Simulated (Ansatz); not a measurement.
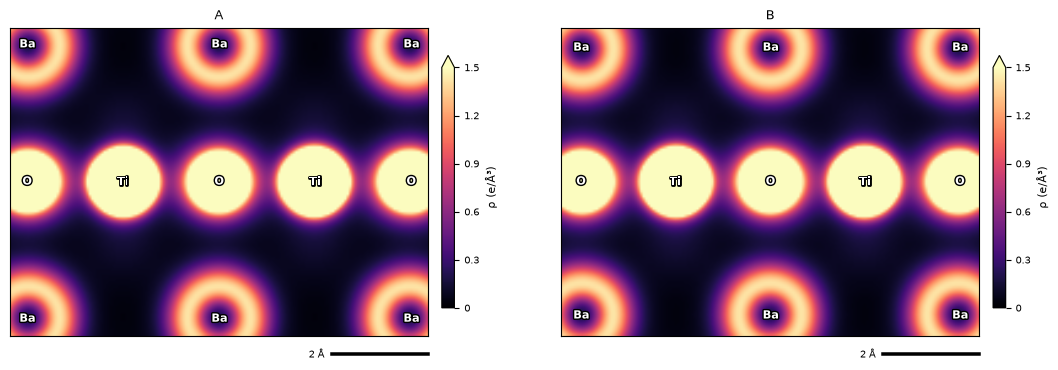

BaTiO3. The valence pseudo-density of two cells that differ in size and shape, on the (101̄) plane of each (indices in the axes of the calculation cell), at one length scale and on one colour scale: A has 13.1 Å³ an atom and B 12.3.

Level of theory: DFT, PBE, plane-wave PAW, default files, scalar-relativistic in Ansatz.

Core electrons are frozen (PAW), and the valence fields are smoothed inside the atomic spheres.

The larger cell:

```xyz
5
Lattice="4.0060 0.0000 0.0000 0.0000 4.0060 0.0000 0.0000 0.0000 4.0861" Properties=species:S:1:pos:R:3 pbc="T T T"
Ba    2.0030    2.0030    2.0431
Ti    0.0000    0.0000    0.0000
O     2.0030    0.0000    0.0000
O     0.0000    2.0030    0.0000
O     0.0000    0.0000    2.0431
```

The smaller cell: a = 3.952 Å, b = 3.952 Å, c = 3.952 Å, α = 90.00°, β = 90.00°, γ = 90.00°.

What does the compression do to the bonding and the properties?

Answer. From the larger cell to the smaller, Ba–O goes from 2.86 to 2.79 Å, and the density at its midpoint from 0.18 to 0.21 e/Å³; Ti–O goes from 2.00 to 1.98 Å, and the density at its midpoint from 0.62 to 0.67 e/Å³; the pressure goes from −1.5 to 9 GPa; the Kohn–Sham gap goes from 1.7 eV to 1.9 eV.
